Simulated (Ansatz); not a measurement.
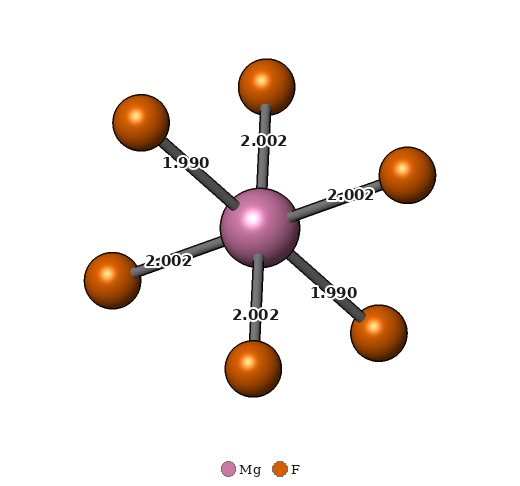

The surroundings of site Mg1 (at 0.000, 0.000, 0.000) in MgF2 (P4_2/mnm, No. 136), with bond lengths in Å.

The cell is taken from coordinates from a relaxation with DFT PBEsol, scalar-relativistic, plane waves, PAW in Ansatz 0.2.0.

```
Mg F
1.0
     4.63909    0.00000    0.00000
     0.00000    4.63909    0.00000
     0.00000    0.00000    3.06220
Mg F
2 4
Direct
  0.00000 0.00000 0.00000
  0.50000 0.50000 0.50000
  0.30339 0.30339 0.00000
  0.19661 0.80339 0.50000
  0.69661 0.69661 0.00000
  0.80339 0.19661 0.50000
```

Bond valence s = exp((R0 − d)/b), R0 fitted to published crystal structures with b = 0.37 Å; R0 in Å: Mg2+–F 1.573.

Calculate the bond-valence sum of Mg1 from the bonds drawn.

2 × 0.324 + 4 × 0.314 = 1.90 v.u., against a formal valence of 2: a close match.

And over the whole structure?

| site | x, y, z | formal valence | bond-valence sum | difference |
| --- | --- | --- | --- | --- |
| Mg1 | 0.000, 0.000, 0.000 | +2 | 1.95 | -0.05 |
| F1 | 0.303, 0.303, 0.000 | −1 | 0.97 | -0.03 |

These sums include all anions within 5 Å. The global instability index (root mean square of the differences over all atoms) is 0.04 v.u.: little strain.
